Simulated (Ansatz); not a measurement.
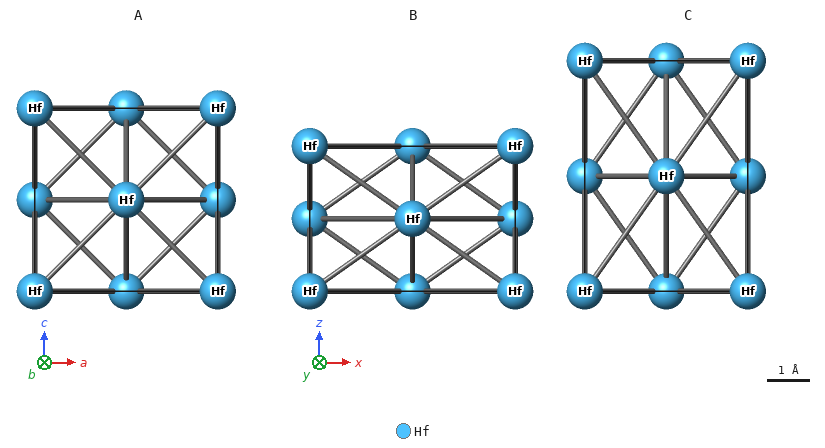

Energy scan for crystalline Hf (Fm-3m), in which the ratio of the cell's length along z to its lengths across, counted as 1 for the reference, is changed at fixed volume (a tetragonal or Bain path), with the atoms kept at their fractional coordinates. x, y and z are the Cartesian axes of the input. Style: ball-and-stick. Shown: the conventional cell (4 times the calculation's cell), along the b axis. Lengths and directions refer to the drawn axes.

Level of theory: DFT r2SCAN, scalar-relativistic, plane waves, PAW in Ansatz. Set-up: plane-wave cutoff 500 eV; k-point mesh 20 × 20 × 20; occupations gaussian; smearing width 0.15 eV; no spin polarisation. Energies (free energies at the smearing named) are counted from the cell as listed in its source, which wasn't relaxed.

**Order these geometries by energy, lowest first.**

Lowest first: A (the relative ratio 1.00, 0 meV/atom), B (the relative ratio 0.707, 118 meV/atom), C (the relative ratio 1.414, 331 meV/atom). Over the whole scan: the lowest computed point lies at the relative ratio 1.00 (0 meV/atom). A local maximum lies at 0.707 (118 meV/atom). At the ends of the scan the energy is 99 meV/atom (0.65) and 470 meV/atom (1.50). The unrelaxed reference is under a pressure of 2.7 GPa. The distortion takes the space group from Fm-3m to I4/mmm, except for Im-3m at 0.707. At the relative ratio 1.50 the cell of the drawing goes a 4.440 → 3.879 Å, b 4.440 → 3.879 Å, c 4.440 → 5.818 Å.
